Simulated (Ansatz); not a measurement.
SnO: several calculations on one system

Part 1: Relaxation

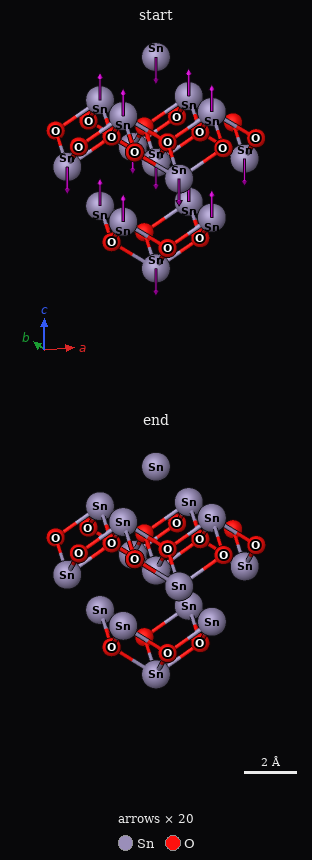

The structure of crystalline SnO (set up in P4/nmm) before (top) and after (bottom) a relaxation, at one scale. The purple arrows give the displacements (the part carried along by the change of the cell is left out), 20 times their true length.

The picture is a ball-and-stick view of the atoms within 5.0 Å of the atom that moves most (axes of the cell of the calculation), seen slightly off an axis.

Case: relaxed at 25 GPa.

All numbers below come from DFT r2SCAN, scalar-relativistic, plane waves, PAW (Ansatz). Settings: plane-wave cutoff 500 eV; k-point mesh 12 × 12 × 10; occupations gaussian; smearing width 0.1 eV; target pressure 25 GPa; no spin polarisation; cell and atoms relaxed; force threshold 0.008 eV/Å; at most 50 steps.

What changed between the two?

Answer. The largest moves relative to the cell, 0.056 Å, are those of Sn atoms. O stays in place. Cell: a = b 3.578 → 3.581 Å (+0.1 %), c 4.196 → 4.122 Å (−1.8 %). Volume −1.6 %. Near-neighbour distances that change, for instance: O–Sn 2.113 → 2.134 Å. The space group stays P4/nmm (No. 129). After 3 accepted moves (5 points after the start) the energy has risen by 15.0 meV per atom. With the target pressure of 25 GPa, the enthalpy E + pV changes by −18.0 meV per atom. Largest force component: 1.3 eV/Å at the start, 0.00022 eV/Å at the end. Pressure: 27.19 GPa at the start and 25.01 GPa at the end. The line search rejected the trial step at point 1 of the run. The SCF was repeated once at an unchanged geometry on a basis and grid sized afresh for the cell, which shifted the energy by 0.1 meV per atom at most.

Part 2: Relaxation

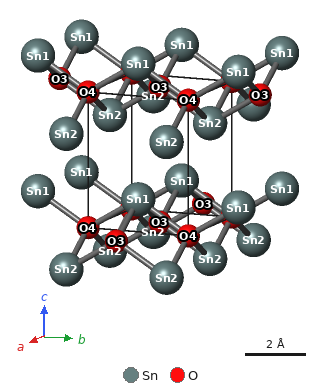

This is the input geometry for a relaxation of solid SnO (set up in P4/nmm). A ball-and-stick model of the cell of the calculation, seen slightly off an axis.

Case: relaxed at 4 GPa.

All numbers below come from DFT r2SCAN, scalar-relativistic, plane waves, PAW in Ansatz 0.2.0.

Input
```yaml
crystal:
  lattice:
    - [3.6963581383, 0.0, 0.0]
    - [0.0, 3.6963581383, 0.0]
    - [0.0, 0.0, 4.6717616855]
  atoms:
    - { symbol: Sn, position: [0.0, 0.5, 0.2387770445] }
    - { symbol: Sn, position: [0.5, 0.0, 0.7612229555] }
    - { symbol: O, position: [0.5, 0.5, 0.0] }
    - { symbol: O, position: [0.0, 0.0, 0.0] }
basis:
  ecutwfc: 500
kpoints:
  mp_grid: { grid: [10, 10, 8] }
hamiltonian:
  xc: r2scan
scf:
  occupations: { method: gaussian, width: 0.01 }
output:
  forces: true
  stress: true
  eigenvalues: true
relax:
  adjacent_minimum: "off"
  f_tol: 0.008
  max_steps: 50
  cell: { stress_tol: 0.08, p_target: 4.0 }
```

Launched with:
```bash
ansatz run input.yaml --threads 1 --pin off --max-ram 2560MiB --backend cpu --events-out ev --progress --plain --runs-dir out
```

Predict the outcome.

Answer. The largest moves relative to the cell, 0.057 Å, are those of Sn1 and Sn2. Sn1 goes along +c. O stays in place. The volume changes by +1.1 %, with a = b 3.696 → 3.759 Å (+1.7 %), c 4.672 → 4.566 Å (−2.3 %). Near-neighbour distances that change, for instance: Sn1–O3 2.159 → 2.202 Å. The space group stays P4/nmm (No. 129). Over 5 accepted moves (6 points after the start) the energy falls by 29.1 meV per atom. With the target pressure of 4 GPa, the enthalpy E + pV changes by −24.9 meV per atom. The largest force component goes from 1.3 to 0.00063 eV/Å. Pressure: 10.84 GPa at the start and 4.02 GPa at the end. The SCF was repeated once at an unchanged geometry on a basis and grid sized afresh for the cell, which shifted the energy by 0.1 meV per atom at most.

The end point in the same view:

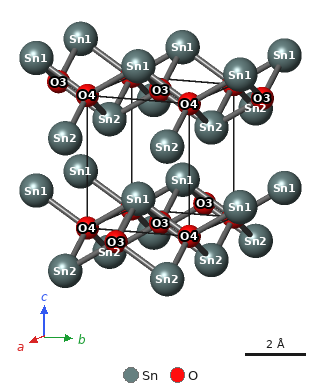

Limits of the set-up: layers or molecules are held without a dispersion correction, so their spacing is unreliable.

Part 3: Series

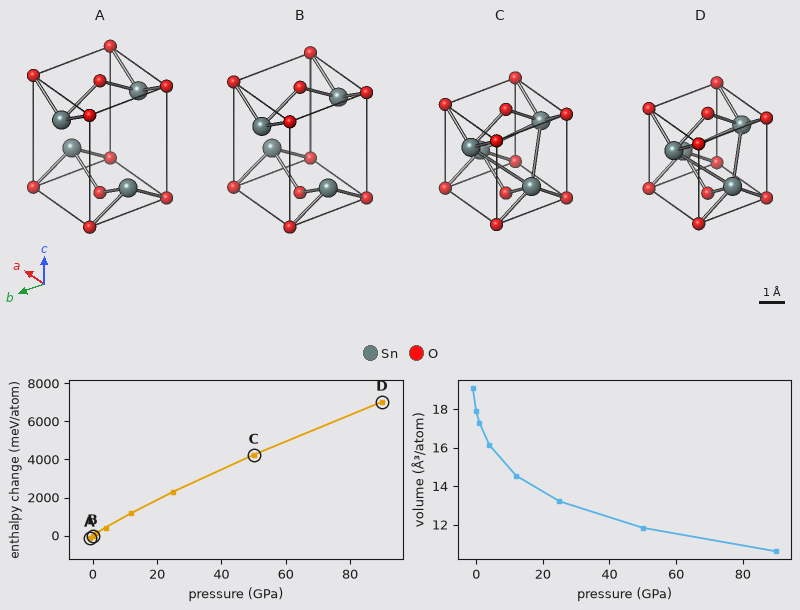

Members of a series of calculations on solid SnO (set up in P4/nmm), marked on the first curve. Style: ball-and-stick. Shown: the cell of the calculation, from a free direction.

Theory: DFT r2SCAN, scalar-relativistic, plane waves, PAW (Ansatz 0.2.0). Set-up: plane-wave cutoff 500 eV; occupations gaussian; no spin polarisation. The k-mesh is chosen for each cell (10×10×8, 12×12×10, 12×12×12). Smearing widths differ between the runs.

### How does the crystal respond to pressure?

The structure is relaxed at several pressures. A (pressure −1.0 GPa): enthalpy change −115 meV/atom, volume 19.08 Å³ per atom. B (pressure 0.0 GPa): enthalpy change 0.0 meV/atom, volume 17.89 Å³ per atom. C (pressure 50.0 GPa): enthalpy change 4246 meV/atom, volume 11.84 Å³ per atom. D (pressure 90.0 GPa): enthalpy change 7037 meV/atom, volume 10.62 Å³ per atom. The rest compares A with D. Cell: a = b 3.817 → 3.369 Å (−11.7 %), c 5.239 → 3.743 Å (−28.6 %). Volume −44.4 %. Among the bonded contacts that change: Sn–Sn 3.988 → 2.791 Å, O–Sn 2.229 → 2.036 Å.

Limits of the set-up: layers or molecules are held without a dispersion correction, so their spacing is unreliable.
